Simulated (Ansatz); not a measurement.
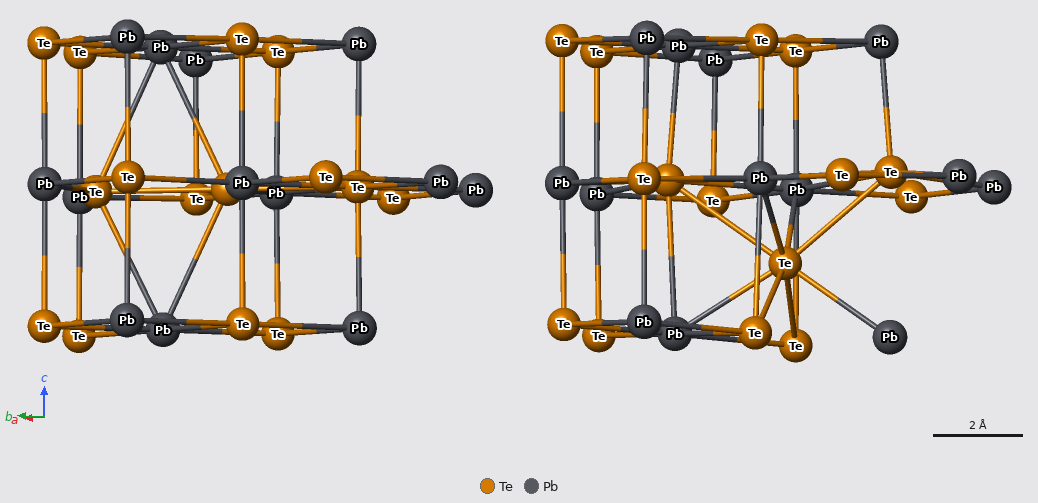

Two geometries of a defect cell of composition Te₃₃Pb₃₂ (cell charge −2), drawn at one scale. One is the start of a relaxation, the other its converged end. A ball-and-stick model of the atoms within 5.8 Å of the atom that moves most (axes of the cell of the calculation (origin shifted)), seen from a free direction.

All numbers below come from DFT, PBEsol, PAW, plane waves (Ansatz 0.2.0). (plane-wave cutoff 420 eV; k-point mesh 1 × 1 × 1; mesh shifted by (0.25, 0.25, 0.25); no spin polarisation; atoms relaxed in a fixed cell; force threshold 0.03 eV/Å; at most 80 steps)

Which one is relaxed?

The right one is the relaxed one. After 17 geometry steps the energy has fallen by 7.196 eV per cell of the calculation. The largest force component goes from 6.8 to 0.019 eV/Å. A Te atom moves most: 1.91 Å along [−1 −1 −3]. By element the largest moves are Te 1.91 Å, Pb 0.34 Å. The lattice vectors keep their values. Some distances before and after: Pb–Te 3.591 → 5.547 Å, Pb–Te 4.400 → 2.954 Å, Pb–Te 4.400 → 3.489 Å, Te–Te 3.992 → 3.185 Å. New bonds form, among them: Pb–Te (4.40 → 2.95 Å). Bond angles that change, for instance: Te–Te–Te 179.9° → 104.6°, Te–Te–Pb 115.6° → 171.7°, Pb–Te–Pb 142.5° → 96.2°.

Limits of the set-up: the cell is charged, on a uniform background, and energies carry no finite-size correction.
